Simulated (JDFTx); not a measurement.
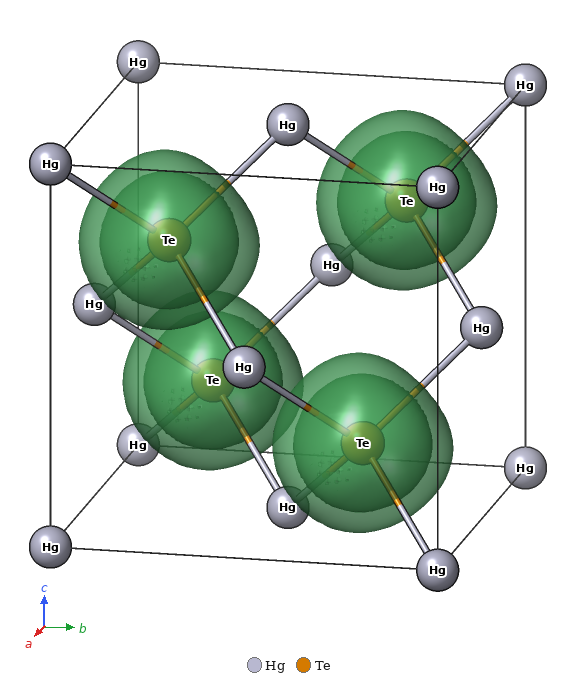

The picture shows: HgTe. Isosurface of the ELF at 0.55 (green), seen slightly off an axis. Only the valence region is drawn (cores and ρ < 0.01 e/Å³ removed). Sticks mark near contacts.

Space group F-43m; computed pressure about 3 GPa in this cell.

All numbers below come from Kohn-Sham DFT of a periodic cell, PBEsol, PseudoDojo-SR-PBEsol-0.4.1-standard (JDFTx).

**Identify the bonds, lone pairs and shells in this picture.**

The surface consists of four regions wrapped around Te (the valence shell of each), counted in one cell of 8 atoms. Regions shared between cells count once. Along the contacts the grid gives the following. Hg–Te (2.77 Å): the ELF is about 0.40 at the midpoint and 0.25 at its lowest between the atoms (no localised pair shows between them).
